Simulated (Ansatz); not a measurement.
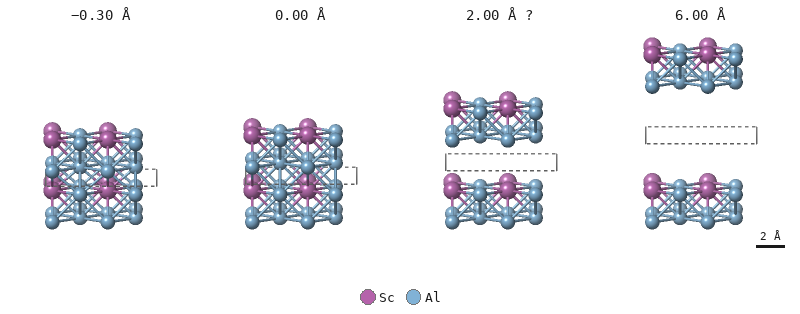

A scan of solid ScAl3 (Pm-3m): the crystal is pulled apart rigidly along the normal of the (1 0 0) plane of the conventional cell, at a cut between a plane of Al/Sc below and one of Al above, 2.04 Å apart. One cut stands in each cell, which starts 12.2 Å high; nothing is relaxed, and the dashed outline marks the cut. Style: ball-and-stick. Shown: the layers on both sides of the cut, from the side, nearly along the cut plane.

All numbers below come from DFT PBEsol, scalar-relativistic, plane waves, PAW in Ansatz. (plane-wave cutoff 420 eV; k-point mesh 12 × 12 × 4; occupations gaussian; smearing width 0.15 eV; no spin polarisation). Energies (free energies at the smearing named) are counted from the relaxed crystal.

| opening (Å) | ΔE per area (J/m²) |
| --- | --- |
| −0.30 | 0.416 |
| 0.00 | 0.000 |
| 0.25 | 0.192 |
| 0.50 | 0.625 |
| 1.00 | 1.626 |
| 2.00 | ? |
| 3.00 | 2.962 |
| 6.00 | 3.046 |

Question: One row is withheld. What is its energy?

Answer: A straight line between the two neighbours gives 2.294 J/m². A cubic through the four nearest rows (0.50, 1.00, 3.00, 6.00) gives, with Lagrange weights, (−0.5818)(0.625) + (1.2000)(1.626) + (0.4000)(2.962) + (−0.0182)(3.046) = 2.717 J/m². The calculation gives 2.702 J/m², so the cubic is 0.015 J/m² too high and the straight line 0.408 J/m² too low, as the curve bends downwards here.

The whole profile:

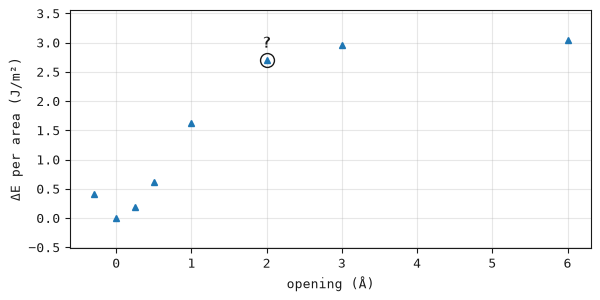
